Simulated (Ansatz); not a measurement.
System: a (001) slab cut from Cu (P6_3/mmc), of composition Cu₈H (not the bulk's), ended by Cu planes, 9 atoms in the cell. Starting structure of the relaxation:

```
Cu H
1.0
     2.51980    0.00000    0.00000
    -1.25990    2.18221    0.00000
     0.00000    0.00000   33.41170
Cu H
8 1
Cartesian
  0.0000 1.4548 8.5000
  0.0000 0.0000 10.5588
  1.2599 0.7274 12.6176
  0.0000 0.0000 14.6764
  0.0000 1.4548 16.7322
  0.0000 0.0000 18.7823
  1.2599 0.7274 20.8255
  0.0000 0.0000 22.8698
  0.0000 1.4548 23.6098
```

Computed with Ansatz 0.2.0: DFT PBEsol, scalar-relativistic, plane waves, PAW, no spin polarisation, 12×12×1 k mesh, 420 eV cutoff, Gaussian smearing of 0.1 eV.

What does the potential across the slab give for the work function?

The work function is 4.82 eV at the right face and 5.00 eV at the left. The vacuum levels differ by 0.19 eV, so the slab carries a dipole along its normal. Some atoms were held fixed in the relaxation, which can itself make the faces differ. The outermost atoms are 15.3 Å apart, which leaves 18.1 Å of vacuum in a cell 33.4 Å high.

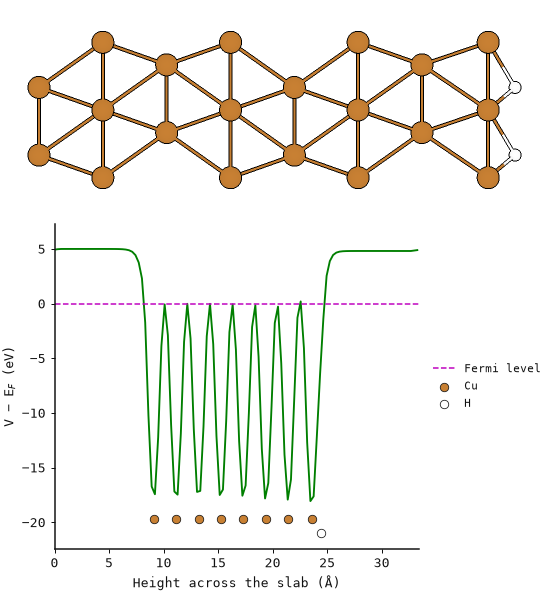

Plane-averaged electrostatic potential energy of an electron across the slab; circles at the bottom mark the heights of the atoms (positions after relaxation). The structure is drawn too.
